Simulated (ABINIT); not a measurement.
# Optical-spectrum calculation of PbSe (part 2 of 2)

PbSe (Fm-3m, 2 atoms in the cell); Kohn-Sham DFT of a periodic cell, PBE, PseudoDojo NC SR PBE v0.4.1 standard, no spin polarisation (ABINIT 10.8.3); cutoff 1061.24 eV, 6×6×6 k-mesh, fixed occupations. The structure derives from an entry of the Crystallography Open Database.

Geometry of the input (Å; fractional positions):
```
0.0000  3.0606  3.0606
3.0606  0.0000  3.0606
3.0606  3.0606  0.0000
Pb 0.0000  0.0000  0.0000
Se 0.5000  0.5000  0.5000
```

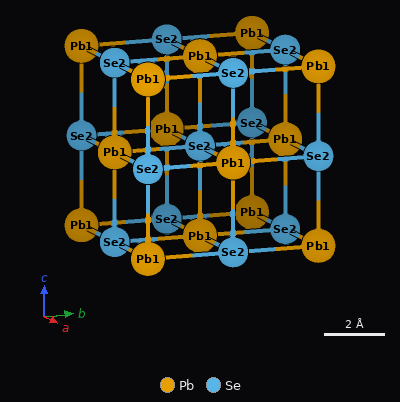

**Figure 1.** The structure (ball-and-stick view of the cell 4 times as large as that of the calculation, set on its symmetry axes, seen slightly off an axis; atoms are numbered from 1 in the order of the input).

## The program's output, continued
```
--- !ResultsGS
iteration_state: {dtset: 1, }
comment   : Summary of ground state results
lattice_vectors:
- [  0.0000000,   5.7837903,   5.7837903, ]
- [  5.7837903,   0.0000000,   5.7837903, ]
- [  5.7837903,   5.7837903,   0.0000000, ]
lattice_lengths: [   8.17951,    8.17951,    8.17951, ]
lattice_angles: [ 60.000,  60.000,  60.000, ] # degrees, (23, 13, 12)
lattice_volume:   3.8696136E+02
convergence: {deltae: -1.654E-11, res2:  4.329E-13, residm:  2.232E-12, diffor: null, }
etotal    :  -1.91659356E+02
entropy   :   0.00000000E+00
fermie    :   1.46388363E-01
cartesian_stress_tensor: # hartree/bohr^3
- [ -7.43799477E-05,   0.00000000E+00,   0.00000000E+00, ]
- [  0.00000000E+00,  -7.43799477E-05,   0.00000000E+00, ]
- [  0.00000000E+00,   0.00000000E+00,  -7.43799477E-05, ]
pressure_GPa:   2.1883E+00
xred      :
- [  0.0000E+00,   0.0000E+00,   0.0000E+00, Pb]
- [  5.0000E-01,   5.0000E-01,   5.0000E-01, Se]
cartesian_forces: # hartree/bohr
- [ -0.00000000E+00,  -0.00000000E+00,  -0.00000000E+00, ]
- [ -0.00000000E+00,  -0.00000000E+00,  -0.00000000E+00, ]
force_length_stats: {min:   0.00000000E+00, max:   0.00000000E+00, mean:   0.00000000E+00, }
...

 Integrated electronic density in atomic spheres:
 ------------------------------------------------
 Atom  Sphere_radius  Integrated_density
    1        2.00000         10.06483939
    2        2.00000         13.22413031
================================================================================

 ----iterations are completed or convergence reached----

 Mean square residual over all n,k,spin=   53.275E-16; max=  22.320E-13
 reduced coordinates (array xred) for    2 atoms
       0.000000000000      0.000000000000      0.000000000000
       0.500000000000      0.500000000000      0.500000000000
 rms dE/dt=  0.0000E+00; max dE/dt=  0.0000E+00; dE/dt below (all hartree)
    1       0.000000000000      0.000000000000      0.000000000000
    2       0.000000000000      0.000000000000      0.000000000000

 cartesian coordinates (angstrom) at end:
    1      0.00000000000000     0.00000000000000     0.00000000000000
    2      3.06064999790464     3.06064999790464     3.06064999790464

 cartesian forces (hartree/bohr) at end:
    1     -0.00000000000000    -0.00000000000000    -0.00000000000000
    2     -0.00000000000000    -0.00000000000000    -0.00000000000000
 frms,max,avg= 0.0000000E+00 0.0000000E+00   0.000E+00  0.000E+00  0.000E+00 h/b

 cartesian forces (eV/Angstrom) at end:
    1     -0.00000000000000    -0.00000000000000    -0.00000000000000
    2     -0.00000000000000    -0.00000000000000    -0.00000000000000
 frms,max,avg= 0.0000000E+00 0.0000000E+00   0.000E+00  0.000E+00  0.000E+00 e/A
 length scales=  1.000000000000  1.000000000000  1.000000000000 bohr
              =  0.529177210544  0.529177210544  0.529177210544 angstroms
 Fermi (or HOMO) energy (hartree) =   0.14639   Average Vxc (hartree)=  -0.36761
 Eigenvalues (hartree) for nkpt=  28  k points:
 kpt#   1, nband= 15, wtk=  0.02778, kpt= -0.0833 -0.1667  0.0000 (reduced coord)
  -1.57976   -1.57976   -1.57967   -1.57967   -1.57967   -0.46092   -0.46081   -0.46065
  -0.46051   -0.46035   -0.33497   -0.09500    0.08236    0.08392    0.11674
 prteigrs : prtvol=0 or 1, do not print more k-points.

--- !EnergyTerms
iteration_state     : {dtset: 1, }
comment             : Components of total free energy in Hartree
kinetic             :  1.12957631982976E+02
hartree             :  5.00184099759353E+01
xc                  : -4.42133512063564E+01
Ewald energy        : -1.10678200338567E+02
psp_core            :  5.74090780925570E+00
local_psp           : -1.37969317598754E+02
non_local_psp       : -6.75154362970267E+01
total_energy        : -1.91659355672537E+02
total_energy_eV     : -5.21531675486125E+03
band_energy         : -2.08617496219794E+01
...

 Cartesian components of stress tensor (hartree/bohr^3)
  sigma(1 1)= -7.43799477E-05  sigma(3 2)=  0.00000000E+00
  sigma(2 2)= -7.43799477E-05  sigma(3 1)=  0.00000000E+00
  sigma(3 3)= -7.43799477E-05  sigma(2 1)=  0.00000000E+00

-Cartesian components of stress tensor (GPa)         [Pressure=  2.1883E+00 GPa]
- sigma(1 1)= -2.18833361E+00  sigma(3 2)=  0.00000000E+00
- sigma(2 2)= -2.18833361E+00  sigma(3 1)=  0.00000000E+00
- sigma(3 3)= -2.18833361E+00  sigma(2 1)=  0.00000000E+00

================================================================================
== DATASET  2 ==================================================================

--- !DatasetInfo
iteration_state: {dtset: 2, }
dimensions: {natom: 2, nkpt: 28, mband: 31, nsppol: 1, nspinor: 1, nspden: 1, mpw: 4537, }
cutoff_energies: {ecut:  39.0, pawecutdg:  -1.0, }
electrons: {nelect:   3.00000000E+01, charge:   0.00000000E+00, occopt:   1.00000000E+00, tsmear:   1.00000000E-02, }
meta: {optdriver: 0, ionmov: 0, optcell: 0, iscf: -2, paral_kgb: 0, }
...

 mkfilename : getden/=0, take file _DEN from output of DATASET   1.

 Exchange-correlation functional for the present dataset will be:
  GGA: Perdew-Burke-Ernzerhof functional - ixc=11
  J.P.Perdew, K.Burke, M.Ernzerhof, PRL 77, 3865 (1996)

 Real(R)+Recip(G) space primitive vectors, cartesian coordinates (Bohr,Bohr^-1):
 R(1)=  0.0000000  5.7837903  5.7837903  G(1)= -0.0864485  0.0864485  0.0864485
 R(2)=  5.7837903  0.0000000  5.7837903  G(2)=  0.0864485 -0.0864485  0.0864485
 R(3)=  5.7837903  5.7837903  0.0000000  G(3)=  0.0864485  0.0864485 -0.0864485
 Unit cell volume ucvol=  3.8696136E+02 bohr^3
 Angles (23,13,12)=  6.00000000E+01  6.00000000E+01  6.00000000E+01 degrees

 getcut: wavevector=  0.0000  0.0000  0.0000  ngfft=  48  48  48
         ecut(hartree)=     39.000   => boxcut(ratio)=   2.08745
--------------------------------------------------------------------------------

================================================================================
 Non-SCF case, kpt    1 ( -0.08333 -0.16667  0.00000), residuals and eigenvalues=
  7.60E-13  4.85E-13  1.99E-13  5.98E-13  2.31E-13  9.46E-13  8.57E-13  7.02E-13
  8.51E-13  6.98E-13  2.30E-13  9.94E-13  8.46E-13  7.83E-13  8.23E-13  7.00E-13
  2.03E-13  1.35E-13  3.83E-13  8.37E-13  8.77E-13  3.96E-13  3.98E-13  1.52E-13
  4.63E-13  3.06E-13  4.42E-13  3.10E-12  2.58E-10  3.73E-09  5.60E-08
 -1.5798E+00 -1.5798E+00 -1.5797E+00 -1.5797E+00 -1.5797E+00 -4.6092E-01
 -4.6081E-01 -4.6065E-01 -4.6051E-01 -4.6035E-01 -3.3497E-01 -9.5001E-02
  8.2364E-02  8.3922E-02  1.1674E-01  2.5411E-01  3.1058E-01  3.1527E-01
  3.7309E-01  4.2665E-01  4.3375E-01  4.9907E-01  5.1190E-01  5.2743E-01
  5.8320E-01  8.0797E-01  8.2052E-01  8.6414E-01  9.0718E-01  9.2030E-01
  9.5569E-01
 prteigrs : prtvol=0 or 1, do not print more k-points.

--- !ResultsGS
iteration_state: {dtset: 2, }
comment   : Summary of ground state results
lattice_vectors:
- [  0.0000000,   5.7837903,   5.7837903, ]
- [  5.7837903,   0.0000000,   5.7837903, ]
- [  5.7837903,   5.7837903,   0.0000000, ]
lattice_lengths: [   8.17951,    8.17951,    8.17951, ]
lattice_angles: [ 60.000,  60.000,  60.000, ] # degrees, (23, 13, 12)
lattice_volume:   3.8696136E+02
convergence: {deltae:  0.000E+00, res2:  0.000E+00, residm:  9.963E-13, diffor:  0.000E+00, }
etotal    :  -1.91659356E+02
entropy   :   0.00000000E+00
fermie    :   1.46388363E-01
cartesian_stress_tensor: null
pressure_GPa: null
xred      :
- [  0.0000E+00,   0.0000E+00,   0.0000E+00, Pb]
- [  5.0000E-01,   5.0000E-01,   5.0000E-01, Se]
cartesian_forces: null
force_length_stats: {min: null, max: null, mean: null, }
...

 Integrated electronic density in atomic spheres:
 ------------------------------------------------
 Atom  Sphere_radius  Integrated_density
    1        2.00000         10.06483939
    2        2.00000         13.22413031
================================================================================

 ----iterations are completed or convergence reached----

 Mean square residual over all n,k,spin=   50.891E-14; max=  99.629E-14
 reduced coordinates (array xred) for    2 atoms
       0.000000000000      0.000000000000      0.000000000000
       0.500000000000      0.500000000000      0.500000000000

 cartesian coordinates (angstrom) at end:
    1      0.00000000000000     0.00000000000000     0.00000000000000
    2      3.06064999790464     3.06064999790464     3.06064999790464
 length scales=  1.000000000000  1.000000000000  1.000000000000 bohr
              =  0.529177210544  0.529177210544  0.529177210544 angstroms
 Eigenvalues (hartree) for nkpt=  28  k points:
 kpt#   1, nband= 31, wtk=  0.02778, kpt= -0.0833 -0.1667  0.0000 (reduced coord)
  -1.57976   -1.57976   -1.57967   -1.57967   -1.57967   -0.46092   -0.46081   -0.46065
  -0.46051   -0.46035   -0.33497   -0.09500    0.08236    0.08392    0.11674    0.25411
   0.31058    0.31527    0.37309    0.42665    0.43375    0.49907    0.51190    0.52743
   0.58320    0.80797    0.82052    0.86414    0.90718    0.92030    0.95569
 prteigrs : prtvol=0 or 1, do not print more k-points.

================================================================================
== DATASET  3 ==================================================================

--- !DatasetInfo
iteration_state: {dtset: 3, }
dimensions: {natom: 2, nkpt: 28, mband: 27, nsppol: 1, nspinor: 1, nspden: 1, mpw: 4537, }
cutoff_energies: {ecut:  39.0, pawecutdg:  -1.0, }
electrons: {nelect:   3.00000000E+01, charge:   0.00000000E+00, occopt:   1.00000000E+00, tsmear:   1.00000000E-02, }
meta: {optdriver: 8, wfk_task: 7, }
...

 mkfilename : getwfk/=0, take file _WFK from output of DATASET   2.

 Exchange-correlation functional for the present dataset will be:
  GGA: Perdew-Burke-Ernzerhof functional - ixc=11
  J.P.Perdew, K.Burke, M.Ernzerhof, PRL 77, 3865 (1996)

--------------------------------------------------------------------------------

 Computation of velocity matrix elements (DDK)

 Parameters extracted from the Abinit header:
    ecut:     39.0
    nkpt:    864
    mband:   31
    nsppol:  1
    nspinor: 1
    useylm:  0
    inclvkb: 2
    bmin: 1, bmax: 31
    Computing diagonal and off-diagonal matrix elements
    Between band index bmin: 1, bmax: 31

== END DATASET(S) ==============================================================
================================================================================

 -outvars: echo values of variables after computation  --------
            acell      1.0000000000E+00  1.0000000000E+00  1.0000000000E+00 Bohr
           etotal1    -1.9165935567E+02
           etotal3     0.0000000000E+00
            fcart1    -0.0000000000E+00 -0.0000000000E+00 -0.0000000000E+00
                      -0.0000000000E+00 -0.0000000000E+00 -0.0000000000E+00
            fcart3     0.0000000000E+00  0.0000000000E+00  0.0000000000E+00
                       0.0000000000E+00  0.0000000000E+00  0.0000000000E+00
            rprim      0.0000000000E+00  5.7837902633E+00  5.7837902633E+00
                       5.7837902633E+00  0.0000000000E+00  5.7837902633E+00
                       5.7837902633E+00  5.7837902633E+00  0.0000000000E+00
           strten1    -7.4379947710E-05 -7.4379947710E-05 -7.4379947710E-05
                       0.0000000000E+00  0.0000000000E+00  0.0000000000E+00
           strten3     0.0000000000E+00  0.0000000000E+00  0.0000000000E+00
                       0.0000000000E+00  0.0000000000E+00  0.0000000000E+00
           xangst      0.0000000000E+00  0.0000000000E+00  0.0000000000E+00
                       3.0606499979E+00  3.0606499979E+00  3.0606499979E+00
             xred      0.0000000000E+00  0.0000000000E+00  0.0000000000E+00
                       5.0000000000E-01  5.0000000000E-01  5.0000000000E-01
 Calculation completed.
```

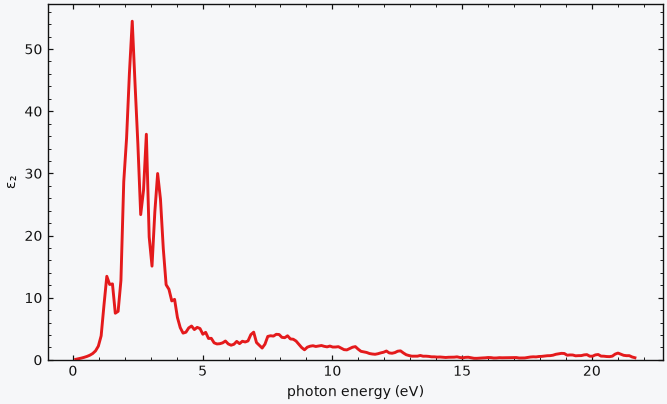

**Figure 2.** Imaginary part of the dielectric function (first component that the program prints). The highest peak, 54.5, lies at 2.29 eV.

## Key numbers

```tsv
quantity	value
outcome	converged
space group (tolerance 0.01 Å)	Fm-3m (225)
electrons treated	30
free energy	−5215.3168 eV
Fermi energy	3.983 eV
pressure	2.19 GPa
largest force (length of the vector)	under 0.001 eV/Å
wall time	4.8 min
peak memory	2 GiB
```

Spin–orbit coupling is left out, which matters for Pb.
